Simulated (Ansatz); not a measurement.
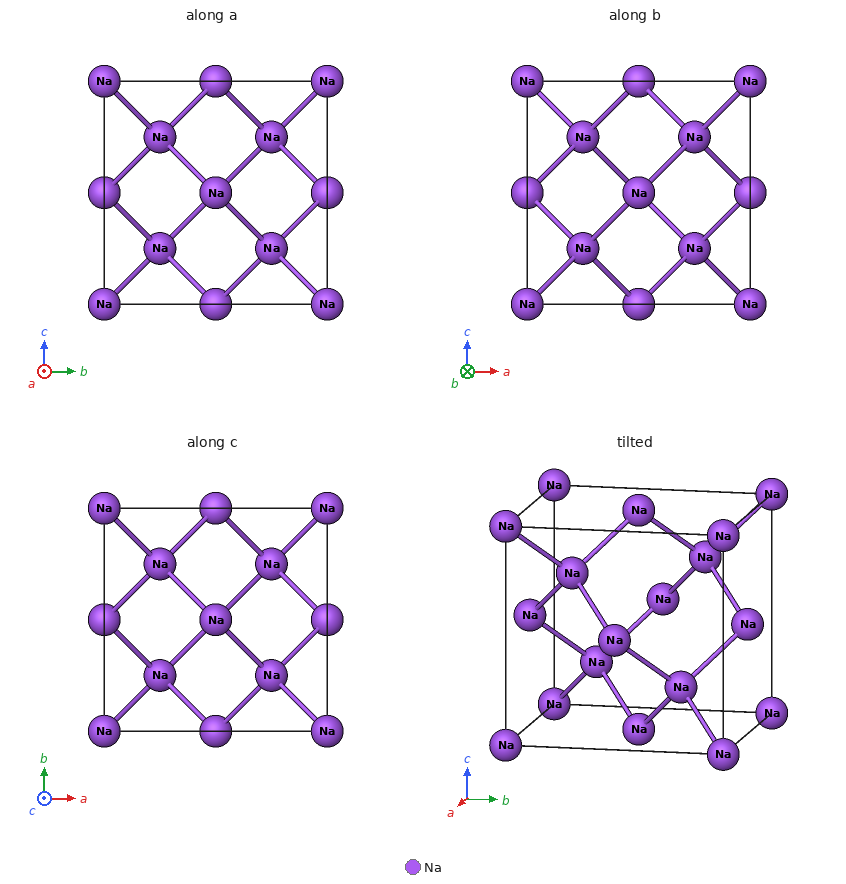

A ball-and-stick picture of a crystal structure, seen along the a axis, along the b axis, along the c axis and slightly off an axis. Thin lines show the conventional unit cell, with boundary atoms drawn in all their periodic places.

Lattice parameters: a = 7.527 Å, b = 7.527 Å, c = 7.527 Å, α = 90.00°, β = 90.00°, γ = 90.00°.

Transcribe the picture into a table of Wyckoff sites.

Space group Fd-3m:1 (No. 227).
| atom | site | x | y | z |
| --- | --- | --- | --- | --- |
| Na | 8a | 0.2500 | 0.7500 | 0.7500 |

Provenance: a structure type filled with this element by a generator (whether the element takes this form wasn't checked). Earlier steps of the study may have refined or changed the cell and positions. It was the input of a calculation with Ansatz.
